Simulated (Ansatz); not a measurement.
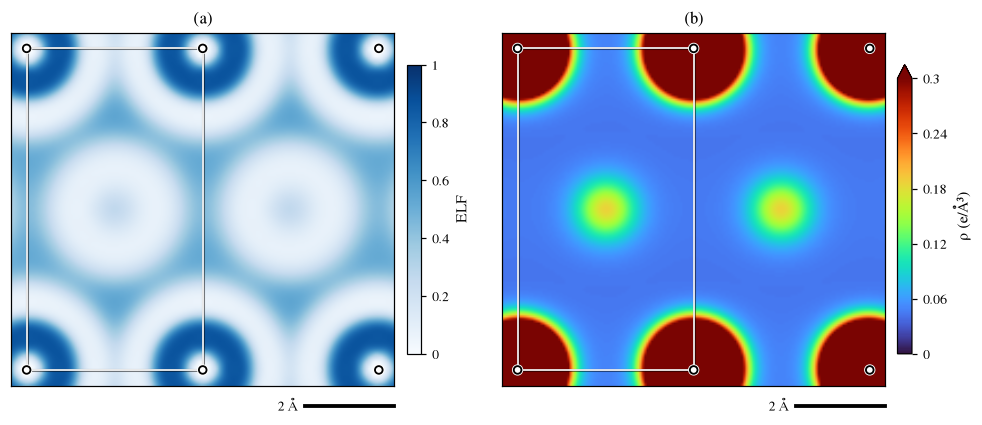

Figure. Sr. (a) electron localisation function; (b) valence charge density (pseudo) on the (010) plane of the conventional cell. Circles mark the nuclei in the plane (Sr).

Space group Cmcm; changed on purpose from its base cell (strain +e along x and -e along y -0.0367, strain +e along z and -e/2 along x and y +0.0467).

Level of theory: DFT PBEsol, scalar-relativistic, plane waves, PAW in Ansatz.

Input

```
crystal:
  lattice:
    - [3.9426547599, 0.0, 0.0]
    - [-1.9713273799, 3.6810702095, 0.0]
    - [0.0, 0.0, 7.1997538023]
  atoms:
    - { symbol: Sr, position: [0.3333333333, 0.6666666667, 0.25] }
    - { symbol: Sr, position: [0.6666666667, 0.3333333333, 0.75] }
basis:
  ecutwfc: 420
kpoints:
  mp_grid: { grid: [12, 12, 8] }
hamiltonian:
  xc: pbesol
  pseudopotentials: { kind: paw }
scf:
  occupations: { method: gaussian, width: 0.15 }
output:
  forces: true
  stress: true
  eigenvalues: true
  write_density: true
  write_potential: true
  elf: true
  volumetric_format: npy
```

Launched as:

```sh
ansatz run input.yaml --threads 1 --pin off --max-ram 2048MiB --backend cpu --events-out ev --progress --plain --runs-dir out
```

Below, planes, directions and counts refer to the conventional cell (a = 3.94 Å, b = 7.36 Å, c = 7.20 Å, α = 90.00°, β = 90.00°, γ = 90.00°).

Q: Interpret the plot.

A:
- The plane passes through Sr nuclei.
- Sr–Sr (3.94 Å): the density is about 0.05 e/Å³ at the midpoint; the ELF is about 0.20 at the midpoint: no localised pair shows between them.
- Between the atoms the lowest density in this plane is 0.04 e/Å³.
- The features right at Sr lie inside the PAW spheres, where the map follows smoothed inner orbitals and isn't to be read closely.

Q: Metal or insulator at this level of theory?

A: It is metallic or semimetallic at this level of theory: no gap opens.
